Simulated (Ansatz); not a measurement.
## Electronic structure of MnO in real space

```
Mn O
1.0
     3.18308    0.00000   -0.00007
     0.00000    3.18308   -0.00007
    -0.00009   -0.00009    4.15104
Mn O
2 2
Direct
  0.00000 0.00000 0.00000
  0.50000 0.50000 0.50000
  0.00000 0.00000 0.50000
  0.50000 0.50000 0.00000
```

Space group I4/mmm; computed pressure about −2 GPa in this cell; spin-polarised.

All numbers below come from Ansatz, DFT PBEsol, scalar-relativistic, plane waves, PAW.

The density is the valence pseudo-density of a PAW calculation; it isn't the true density close to the nuclei.

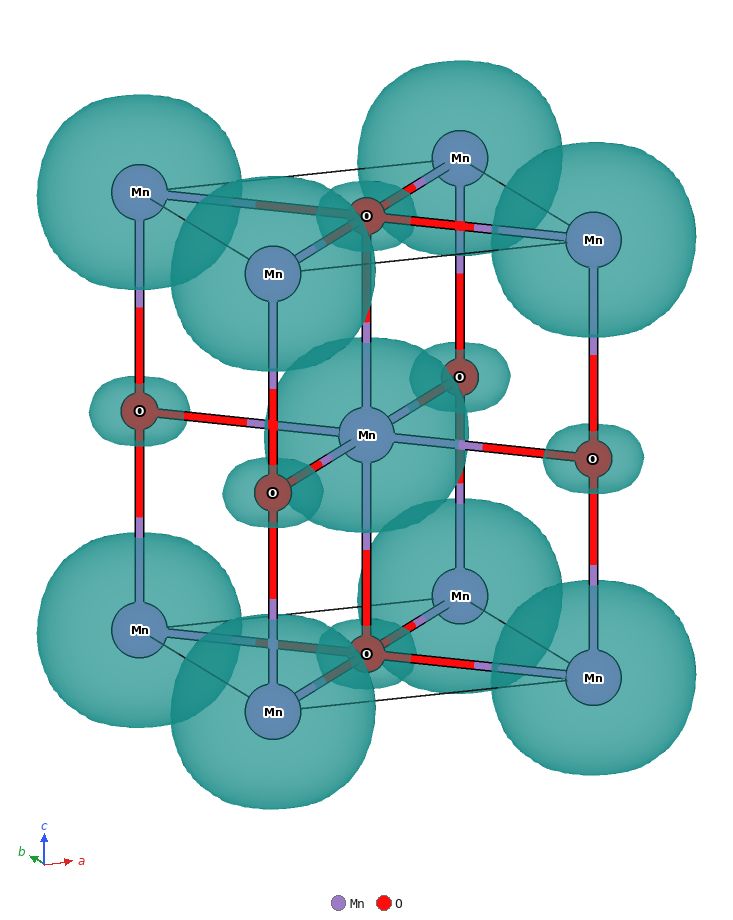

Figure 1. Isosurfaces of the magnetisation density (up minus down) at +0.2 (teal) and −0.2 e/Å³ (pink), seen slightly off an axis. Sticks mark near contacts.

Describe the spin distribution.

The spin density sits on Mn: +3.8 μB (×2) in one cell of 4 atoms, with smaller moments on other sites: O (up to +0.21 μB): parallel moments, as they must be, since the calculation's own cell holds one magnetic site. The cell of the calculation (2 atoms) carries 4.6 μB of net spin moment. Only one sign reaches the isovalue.

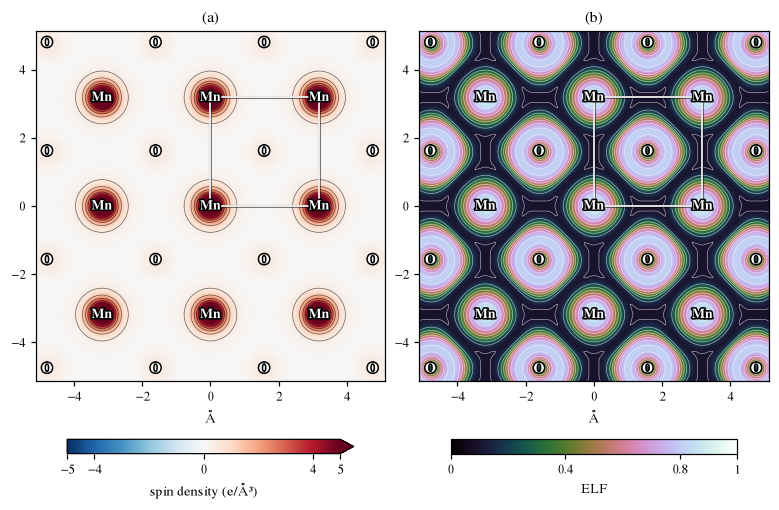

Figure 2. (a) spin density; (b) ELF on the (001) plane of the conventional cell.

What does the map show?

- The plane passes through Mn and O nuclei.
- Mn–O (2.25 Å): the ELF peaks at about 0.80 in the valence shell of O, 0.6 Å from its nucleus, and is about 0.15 at the midpoint: no localised pair shows between them.
- The features right at Mn lie inside the PAW spheres, where the map follows smoothed inner orbitals and isn't to be read closely.

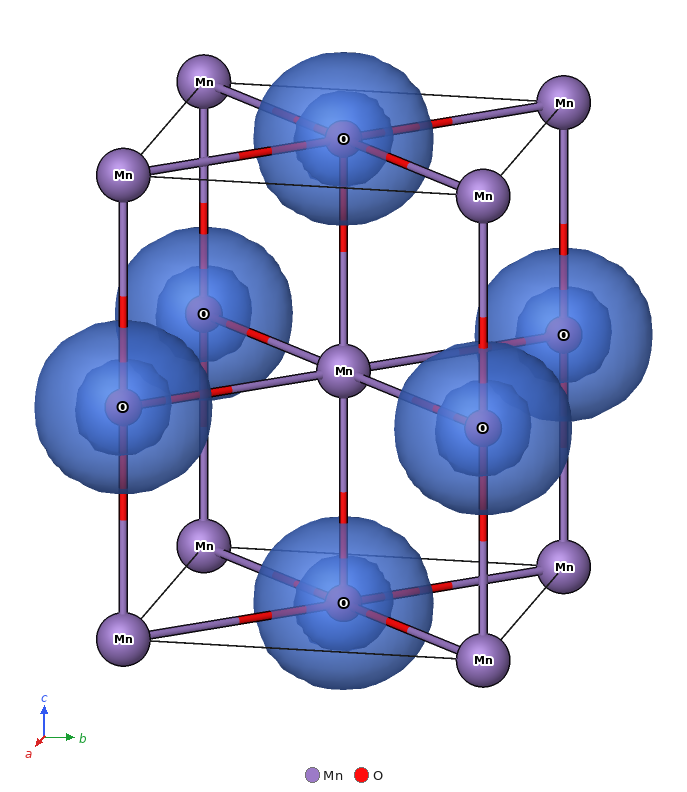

Figure 3. Isosurface of the ELF at 0.75 (blue), seen slightly off an axis. Core shells and regions of very low density are left out. Sticks mark near contacts.

Describe the localisation domains.

At this value the surface marks out two regions wrapped around O (the valence shell of each), counted in one cell of 4 atoms. Any copies at cell faces, edges or corners count once.


Mn–O (2.08 Å): the ELF peaks at about 0.80 in the valence shell of O, 0.6 Å from its nucleus, and is about 0.15 at the midpoint (no localised pair shows between them).

Metal or insulator at this level of theory?

It is gapless in this calculation (a metal or semimetal); semilocal functionals without U, or without the true magnetic order, often close the gap of such compounds.
